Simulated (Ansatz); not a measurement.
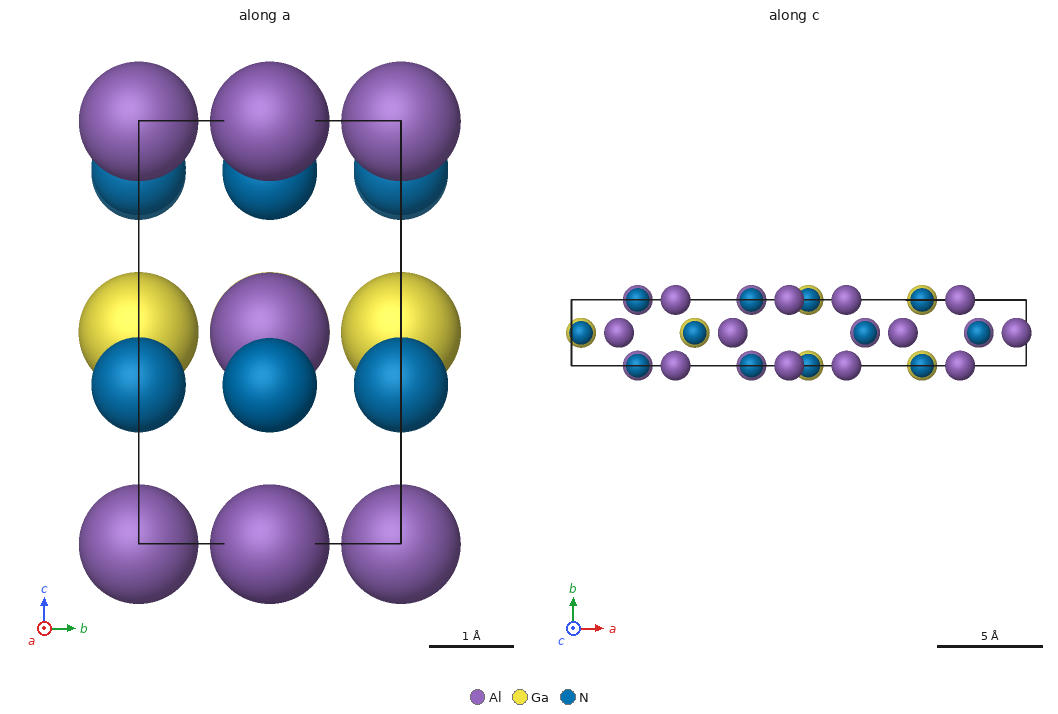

We look at a spheres-only model of the crystal along the a axis and along the c axis. The conventional unit cell is outlined; an atom on or near a face, edge or corner is repeated at each equivalent position.

Al3GaN4, space group Cm (No. 8), a = 21.67 Å, b = 3.13 Å, c = 5.04 Å, α = 90.00°, β = 90.03°, γ = 90.00°.

Method used: DFT PBEsol, scalar-relativistic, plane waves, PAW in Ansatz. It ran with an energy cutoff of 420 eV, k-points about 0.29 Å⁻¹ apart, Gaussian smearing of 0.05 eV, no spin polarisation.

Question: Classify it as metallic or gapped, with the value.

Answer: A semiconductor at this level, with a gap of 2.54 eV on the k-mesh (the true edges may lie between mesh points, so the gap can be somewhat smaller).

Question: What is the computed pressure?

Answer: The computed pressure is 74.0 GPa (compressed: it would expand). The stress isn't hydrostatic: its largest component is 155.9 GPa.

Starting structure: a structure listed in the Materials Project. The cell was then strained or its atoms displaced on purpose. A calculation with Ansatz used it as input.

At this level of theory the run's own cell isn't at rest (compressed, at 74 GPa and forces up to 115.0 eV/Å), so its distances can differ from those at equilibrium, the more so the softer the solid.
